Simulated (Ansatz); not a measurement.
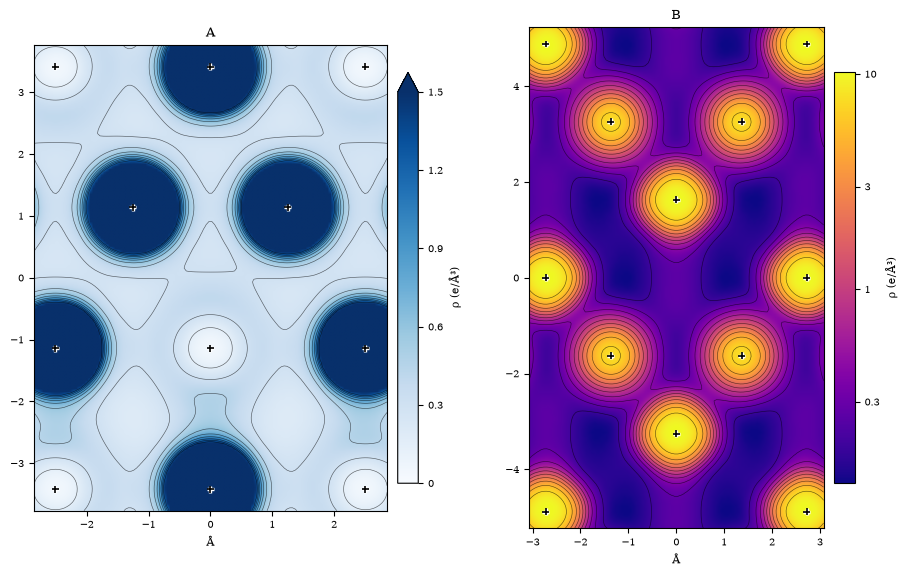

The valence electron density of 2 systems, each on a plane through atoms (crosses mark nuclei in the plane).

These are results of Ansatz, DFT PBEsol, scalar-relativistic, plane waves, PAW, not measurements.

System 1: SiNi₂, the (110) plane of the conventional cell. Space group P6₃/mmc; changed on purpose from its base cell (equal strain along all axes, cell held, atoms relaxed: +2.0 %); computed pressure about −12 GPa in this cell; computed without spin polarisation.

System 2: TiO, the (110) plane of the conventional cell. Space group P6₃/mmc; a structure from a database of computed crystals, not necessarily the ambient phase; computed without spin polarisation.

```
CELL_PARAMETERS angstrom
2.81877 0.00000 0.00000
-1.40938 2.44113 0.00000
0.00000 0.00000 5.45627
ATOMIC_POSITIONS crystal
Ti 0.33333 0.66667 0.25000
Ti 0.66667 0.33333 0.75000
O 0.00000 0.00000 0.00000
O 0.00000 0.00000 0.50000
```

Match each panel to its system.

Answer. Panel A is system 1, SiNi₂: the plane holds Si and Ni. Si–Ni (2.28 Å): ρ at the midpoint is about 0.5 e/Å³. Panel B is system 2, TiO: the plane holds Ti and O. Ti–O (2.12 Å): ρ is about 0.44 e/Å³ halfway.
